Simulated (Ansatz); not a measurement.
## Geometry relaxation of AlRu

AlRu (2 atoms in the cell), computed with DFT PBE, scalar-relativistic, plane waves, PAW, no spin polarisation (Ansatz 0.2.0).

The structure was made by swapping elements on the sites of another compound; it need not be a known phase. It belongs to a series of runs on one base structure; here: tenorite type (C2/c, No. 15). Figures and captions count atoms from 1; the log counts them from 0 in places.

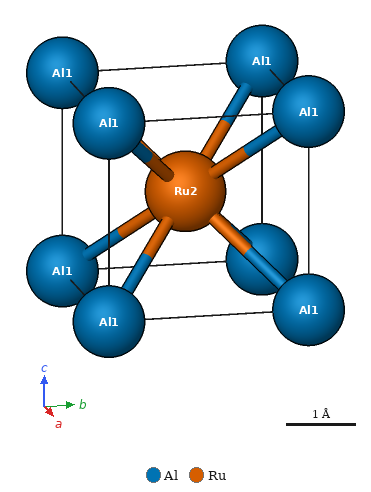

Fig. 1: The input geometry (ball-and-stick view of the cell of the calculation, seen slightly off an axis; atoms are numbered from 1 in the order of the input). Near neighbours in the crystal (not all of them lie inside the picture): Al has 8 Ru at 2.60 Å; Ru has 8 Al at 2.60 Å.

## Input
```yaml
crystal:
  lattice:
    - [3.0045263507, 0.0, 0.0]
    - [0.0, 3.0045263507, 0.0]
    - [0.0, 0.0, 3.0045263507]
  atoms:
    - { symbol: Al, position: [0.0, 0.0, 0.0] }
    - { symbol: Ru, position: [0.5, 0.5, 0.5] }
basis:
  ecutwfc: 420
kpoints:
  mp_grid: { grid: [6, 6, 6] }
hamiltonian:
  xc: pbe
scf:
  occupations: { method: gaussian, width: 0.1 }
  lower_state_search: "off"
output:
  forces: true
  stress: true
  eigenvalues: true
relax:
  adjacent_minimum: "off"
  f_tol: 0.04
  max_steps: 70
  cell: { stress_tol: 0.4 }
```

Machine: 1 thread of Intel Xeon (Granite Rapids), 192 GiB of memory available, shared host.

Run as:
```bash
ansatz run input.yaml --threads 1 --pin off --max-ram 2560MiB --backend cpu --events-out ev --progress --plain --runs-dir out
```

## Output
```
Engine: ansatz 0.2.0, x86_64-unknown-linux-gnu
Pseudopotentials: kind: paw
Pseudopotential: Al, paw, valence charge 3, recommended cutoff 420 eV (normal), Al.paw.azcp
Pseudopotential: Ru, paw, valence charge 16, recommended cutoff 420 eV (normal), Ru.paw.azcp
Functional definition: PBE
  parameter kappa = 0.804
  parameter beta = 0.06672455060314922
  exchange = pbe_x(kappa = kappa, mu = beta*pi^2/3)
  correlation = pbe_c(beta = beta)
Crystal: 2 atoms, lattice volume = 27.122 Å³
Basis set: ecut = 420 eV, 515 PW (Γ), exchange–correlation on 48×48×48 points (8 copies of the dense FFT grid, shifted against one another)
Bands: 14, of which v1, the nominal top of the filled ones, is band 10 counted from 1 (9 counted from 0)
Symmetry: 48 space group operations
Space group: Pm-3m (ITA 221), of the structure as read, at distance tolerance 3.0e-5 Å
k-points: 20 of 216
Non-local potential: Al, projectors of the file, l = 0: 2, l = 1: 2, l = 2: 1
Non-local potential: Ru, projectors of the file, l = 0: 3, l = 1: 2, l = 2: 2, l = 3: 1
PAW form: soft (Blöchl's): semilocal exchange-correlation on the pseudo side does not see the compensation charge
PAW one-centre angular grid: Al, 110 points (default); XC on 64 Gauss nodes
PAW one-centre angular grid: Ru, 590 points (default); XC on 64 Gauss nodes
Initial density: superposition of atomic densities (neutral atoms: chi_scale 0, normalization atom), corrected by the library's trained network
Initial wavefunctions: pseudopotential atomic-orbital guess
Functional: x = pbe(κ = 0.804, μ = 0.2195149727645171), c = pbe(β = 0.06672455060314922)
SCF iter   1: F=—  HF=-6417.471810 eV  |F-HF|=—  |Δ(HF+E_count)|=         —  Δρ=1.06e-2  dr2=9.79e-3  ethr=1.77e-3  ⟨swp⟩=5.0  Hψ=1474  notcnv=0
preconditioner: auto → none  [metal: Δε(μ)=0.062 eV  Ē_g=8.745 eV  σ=0.100 eV  W_gap=0.31  n_scr=6 (ndim 8)  ℏωp=23.6 eV  f_vac=0.000  D(μ)=2.48/eV (n_scr^D=26)  sad-step TF]
SCF iter   2: F=—  HF=-6417.470414 eV  |F-HF|=—  |Δ(HF+E_count)|=   1.40e-3  Δρ=5.62e-3  dr2=3.05e-3  ethr=5.15e-5  ⟨swp⟩=1.9  Hψ=458  notcnv=0
SCF iter   3: F=—  HF=-6417.469814 eV  |F-HF|=—  |Δ(HF+E_count)|=   6.00e-4  Δρ=3.20e-4  dr2=1.12e-5  ethr=1.60e-5  ⟨swp⟩=1.6  Hψ=325  notcnv=0
SCF iter   4: F=—  HF=-6417.469796 eV  |F-HF|=—  |Δ(HF+E_count)|=   1.86e-5  Δρ=9.80e-5  dr2=2.16e-6  ethr=5.88e-8  ⟨swp⟩=2.0  Hψ=445  notcnv=0
iter 5 did not close the SCF: its close was put off for the readings that it lacked (scf_convergence_deferred on its scf_iter line)
SCF iter   5: F=-6417.469795 eV  HF=-6417.469795 eV  |F-HF|=1.97e-10  |Δ(HF+E_count)|=   4.06e-7  Δρ=7.39e-6  dr2=3.53e-9  ethr=1.14e-8  ⟨swp⟩=2.5  Hψ=405  notcnv=0
SCF iter   6: F=-6417.469795 eV  HF=-6417.469795 eV  |F-HF|=4.82e-11  |Δ(HF+E_count)|=  9.42e-10  Δρ=1.86e-6  dr2=2.13e-10  ethr=1.86e-11  ⟨swp⟩=2.4  Hψ=879  notcnv=0
SCF 1 converged in 6 iterations: F = -6417.469795 eV  dr2 = 2.13e-10
  greatest PAW one-centre occupation: 0.998 electrons in one spin orbital (limit 2), on the Ru atom at site 1 (counted from 0), in its partial waves of l = 0
relax step   1: F+E_penalty+E_count = -6417.46979524 eV  Δ(F+E_penalty+E_count) = +0.000e0 eV  max|allowed force component| = 8.793e-30 eV/Å  Δτ_max = 0.0000 Å  P = -0.197 GPa  Ω = 27.122 Å³  (6 SCF iters, dr2 threshold 1.00e-7 eV, accepted)
Initial density: handed on by an earlier stage of this run
Initial wavefunctions: pseudopotential atomic-orbital guess (no wavefunctions were taken with the density)
iter 1 solved again at ethr=1.04e-8 eV; its pass at ethr=3.10e-3 eV (dr2=1.97e-6 eV) is discarded
SCF iter   1: F=—  HF=-6417.469815 eV  |F-HF|=—  |Δ(HF+E_count)|=         —  Δρ=1.93e-6  dr2=4.86e-10  ethr=1.04e-8  ⟨swp⟩=3.0  Hψ=2264  notcnv=0
preconditioner: auto → none  [metal: Δε(μ)=0.076 eV  Ē_g=8.846 eV  σ=0.100 eV  W_gap=0.37  n_scr=6 (ndim 8)  ℏωp=23.6 eV  f_vac=0.000  D(μ)=2.65/eV (n_scr^D=32)]
iter 2 did not close the SCF: its close was put off for the readings that it lacked (scf_convergence_deferred on its scf_iter line)
SCF iter   2: F=-6417.469795 eV  HF=-6417.469795 eV  |F-HF|=4.00e-11  |Δ(HF+E_count)|=   2.02e-5  Δρ=1.15e-6  dr2=1.28e-10  ethr=2.56e-12  ⟨swp⟩=2.5  Hψ=498  notcnv=0
iter 3 did not close the SCF: its close was put off for the readings that it lacked (scf_convergence_deferred on its scf_iter line)
SCF iter   3: F=-6417.469795 eV  HF=-6417.469795 eV  |F-HF|=9.09e-12  |Δ(HF+E_count)|=  7.28e-12  Δρ=5.63e-7  dr2=1.99e-11  ethr=1.00e-12  ⟨swp⟩=1.0  Hψ=280  notcnv=0
iter 4 did not close the SCF: its close was put off for the readings that it lacked (scf_convergence_deferred on its scf_iter line)
SCF iter   4: F=-6417.469795 eV  HF=-6417.469795 eV  |F-HF|=0.00e0  |Δ(HF+E_count)|=  1.46e-11  Δρ=5.98e-8  dr2=4.50e-13  ethr=1.00e-12  ⟨swp⟩=1.0  Hψ=280  notcnv=0
iter 5 did not close the SCF: its close was put off for the readings that it lacked (scf_convergence_deferred on its scf_iter line)
SCF iter   5: F=-6417.469795 eV  HF=-6417.469795 eV  |F-HF|=2.73e-12  |Δ(HF+E_count)|=    0.00e0  Δρ=2.60e-8  dr2=2.58e-13  ethr=1.00e-12  ⟨swp⟩=1.0  Hψ=280  notcnv=0
SCF iter   6: F=-6417.469795 eV  HF=-6417.469795 eV  |F-HF|=2.73e-12  |Δ(HF+E_count)|=  2.73e-12  Δρ=8.69e-9  dr2=2.49e-14  ethr=1.00e-12  ⟨swp⟩=1.2  Hψ=683  notcnv=0
SCF 2 converged in 6 iterations: F = -6417.469795 eV  dr2 = 2.49e-14
relax step   2: F+E_penalty+E_count = -6417.46979524 eV  Δ(F+E_penalty+E_count) = -4.275e-11 eV  max|allowed force component| = 2.017e-29 eV/Å  Δτ_max = 0.0000 Å  P = -0.197 GPa  Ω = 27.122 Å³  stress off target by 1.97e-1 GPa  SCF on the basis re-selected at this cell (its energy is not comparable with the rows above)  (6 SCF iters)
```

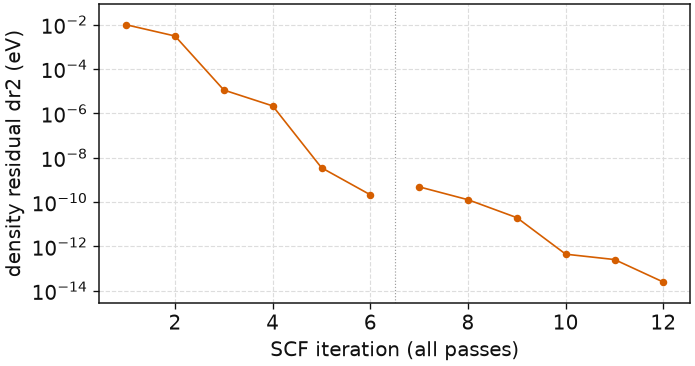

Fig. 2: Convergence of the self-consistent field: density residual dr2 against the SCF iteration. The dotted lines part the SCF passes of the relaxation: geometry steps, rejected trials and re-solves on a re-selected basis. The passes take 6 and 6 iterations.

```
basis re-selected at this cell: Δ(F+E_penalty+E_count) = -4.275e-11 eV, ΔP = -0.000 GPa vs the last step (what re-selecting the basis moved, of the pressure what is left beyond the Pulay correction that the steps carried, after the strain that the cell walked since its last selection, with what the two solves' SCF thresholds leave and, on support functions, any second-order correction that the steps lacked; it is no measure of the basis error at this ecutwfc). This SCF's stress stands 1.97e-1 GPa from its target on what of the cell is left free (relax.cell.stress_tol is 4.00e-1 GPa) and its largest allowed force component is 2.02e-29 eV/Å (relax.f_tol is 4.00e-2 eV/Å): within both
SCF converged after 6 iterations
Free energy (F): -6417.469795 eV
Harris-Foulkes:  -6417.469795 eV  (|F-HF|=2.73e-12)
Internal energy: -6417.456535 eV  (E = F + TS)
E sigma→0 (E₀):  -6417.463165 eV
Entropy (-TS):   -0.013260 eV (-6.630 meV/atom)
Fermi energy:    15.738940 eV
--- Per-component energies (eV) ---
  E_band       = -124.244840
  E_kinetic    = 542.434128
  E_local      = -1810.057444  (includes V_loc(G=0)·N_el)
  E_nonlocal   = 354.453373
  E_hartree    = 643.031254
  E_xc         = -231.964080
  E_vxc        = -270.381471  (∫ρ·V_xc dr)
  E_paw        = -3929.112138  (= ΣΔE_a)
  E_vpaw       = -226.755773  (= ΣTr[D̂ρ^β])
  E_aug_tail   = -0.000169  (compensation charges beyond the density's cutoff)
  E_ewald      = -1986.241461
  E_smearing   = -0.013260  (= −TS)
  E_closure    = -0.000000  (closes the sum)
  Σ components = -6417.469795   (vs F -6417.469795, Δ=0.00e0)
--- Forces (eV/Å), atoms counted from 1 ---
  atom   1  Al    -0.00000000     0.00000000    -0.00000000
  atom   2  Ru     0.00000000    -0.00000000    -0.00000000
  max |Σ_I F_I| component: 3.96e-29 eV/Å
--- Stress (GPa, compression-positive) ---
       -0.197270      -0.000000       0.000000
        0.000000      -0.197270      -0.000000
        0.000000       0.000000      -0.197270
  P = ⅓ Tr σ = -0.1973 GPa (-1.973 kbar)
--- Band table (eV; the first three rows and the last of 20) ---
  k-point 0: bands = ["-55.9396", "-25.8900", "-25.8900", "-25.8900", "6.2767", "12.3735", "12.3735", "16.0274", "16.0274", "16.0274", "21.8767", "21.8767", "21.8767", "26.7147"]
  k-point 1: bands = ["-55.9359", "-25.9402", "-25.8858", "-25.8858", "6.7946", "12.4958", "12.5495", "15.4735", "15.4735", "16.0876", "20.0138", "22.8340", "22.8340", "25.7050"]
  k-point 2: bands = ["-55.9285", "-26.0395", "-25.8774", "-25.8774", "8.2295", "12.0540", "12.9403", "14.6281", "14.6281", "16.2112", "18.2930", "24.0273", "24.8968", "24.8968"]
  k-point 19: bands = ["-55.8963", "-26.0424", "-26.0424", "-26.0424", "11.3013", "11.3013", "11.3013", "17.4615", "17.4615", "18.3544", "19.9674", "19.9674", "19.9674", "24.2653"]
--- Relaxed structure (1 steps of the walk, 1 accepted, 1 SCFs on fresh bases) ---
  F+E_penalty+E_count = -6417.46979524 eV   max|allowed force component| = 2.017e-29 eV/Å   (the final SCF, on the basis selected at the relaxed cell)
  cell:  # Å, volume = 27.1224 Å³
    - [3.0045263507, 0.0, 0.0]
    - [0.0, 3.0045263507, 0.0]
    - [0.0, 0.0, 3.0045263507]
  atoms:
    - { symbol: Al, position: [0.0, 0.0, 0.0] }
    - { symbol: Ru, position: [0.5, 0.5, 0.5] }
```

## Trajectory as extended XYZ (Å, eV, eV/Å), 2 frames, from step=1 to step=2
```
2
Lattice="3.0045 0.0000 0.0000 0.0000 3.0045 0.0000 0.0000 0.0000 3.0045" Properties=species:S:1:pos:R:3:forces:R:3 step=1 energy=-6417.46979 pressure_GPa=-0.20
Al    0.0000    0.0000    0.0000    0.0000   0.0000   0.0000
Ru    1.5023    1.5023    1.5023    0.0000   0.0000   0.0000
2
Lattice="3.0045 0.0000 0.0000 0.0000 3.0045 0.0000 0.0000 0.0000 3.0045" Properties=species:S:1:pos:R:3:forces:R:3 step=2 energy=-6417.46979 pressure_GPa=-0.20
Al    0.0000    0.0000    0.0000    0.0000   0.0000   0.0000
Ru    1.5023    1.5023    1.5023    0.0000   0.0000   0.0000
```

## Summary

```csv
quantity,value
outcome,converged
space group (tolerance 0.01 Å),Pm-3m (221)
electrons treated,19
free energy,−6417.4698 eV
Fermi energy,15.739 eV
gap on the k-point mesh,none (metallic)
pressure,−0.20 GPa
final volume,27.12 Å³
largest force (length of the vector) at the end,under 0.001 eV/Å
final cell,"a = 3.005 Å, b = 3.005 Å, c = 3.005 Å, α = 90.00°, β = 90.00°, γ = 90.00°"
wall time,0.9 s
peak memory,0.31 GiB
```
